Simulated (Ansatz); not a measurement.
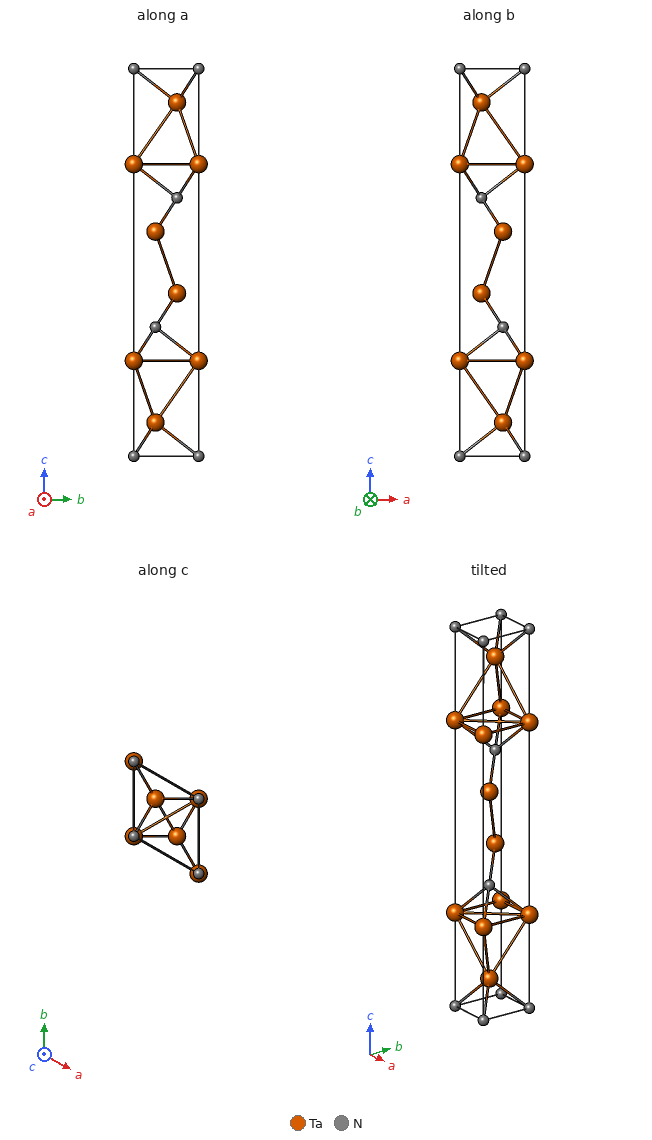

View along the a axis, along the b axis, along the c axis and slightly off an axis, drawn as a ball-and-stick model. The wireframe shows the conventional unit cell.

Lattice parameters: a = 2.990 Å, b = 2.990 Å, c = 15.486 Å, α = 90.00°, β = 90.00°, γ = 120.00°. Put a along x and b in the xy plane.

**Record the structure as a POSCAR file, with free fractional coordinates to two decimals.**

```
Ta N
1.0
     2.990    0.000    0.000
    -1.495    2.589    0.000
     0.000    0.000   15.486
Ta N
6 3
Direct
  0.00 0.00 0.75
  0.3333 0.6667 0.91
  0.6667 0.3333 0.09
  0.00 0.00 0.25
  0.3333 0.6667 0.42
  0.6667 0.3333 0.58
  0.00 0.00 0.00
  0.6667 0.3333 0.3333
  0.3333 0.6667 0.6667
```

Source of the structure: a structure type filled with these elements by a generator (whether the compound takes this form wasn't checked). The geometry is the end of a relaxation with DFT r2SCAN, scalar-relativistic, plane waves, PAW in Ansatz.
